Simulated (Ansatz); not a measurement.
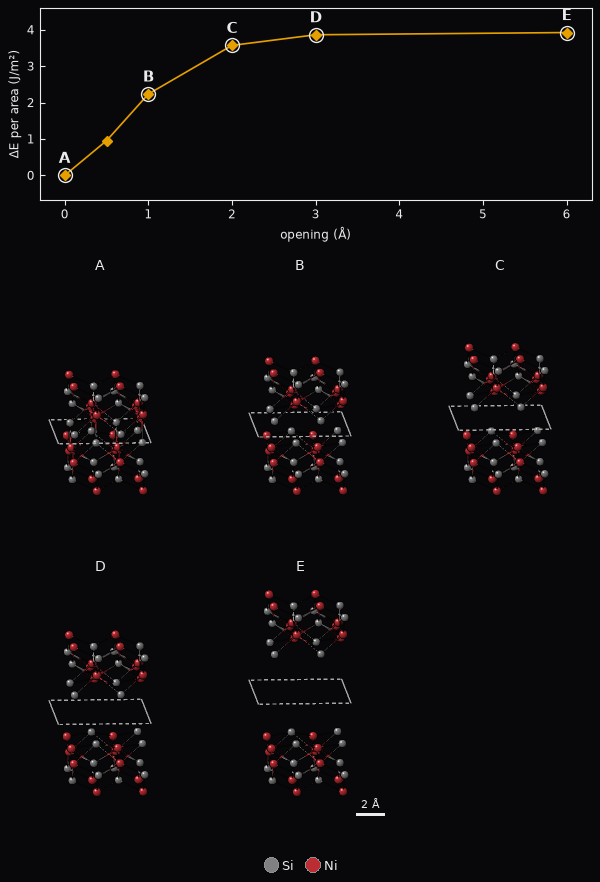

A scan of solid SiNi (Pnma): the crystal is pulled apart rigidly along the normal of the (0 0 1) plane of the conventional cell, at a cut between a plane of Si below and one of Si above, 0.94 Å apart. One cut stands in each cell, which starts 11.2 Å high; nothing is relaxed, and the dashed outline marks the cut. The lettered frames are marked on the plot. Style: ball-and-stick. Shown: the layers on both sides of the cut, from the side, nearly along the cut plane.

All numbers below come from DFT PBE, scalar-relativistic, plane waves, PAW (Ansatz). Settings: plane-wave cutoff 420 eV; k-point mesh 8 × 11 × 4; occupations gaussian; smearing width 0.15 eV; no spin polarisation. Energies (free energies at the smearing named) are counted from the relaxed crystal.

Question: What does the scan show?

Answer: At the widest opening, 6.00 Å, the energy has risen by 3.923 J/m², where the curve has levelled off: this is the ideal work of separation, the sum of the two unrelaxed surface energies of a slab 11.2 Å thick. The steepest rise lies between 0.50 Å and 1.00 Å, with a mean traction of about 26 GPa.

Limits of the set-up: an element that often carries a moment was run without spin polarisation.
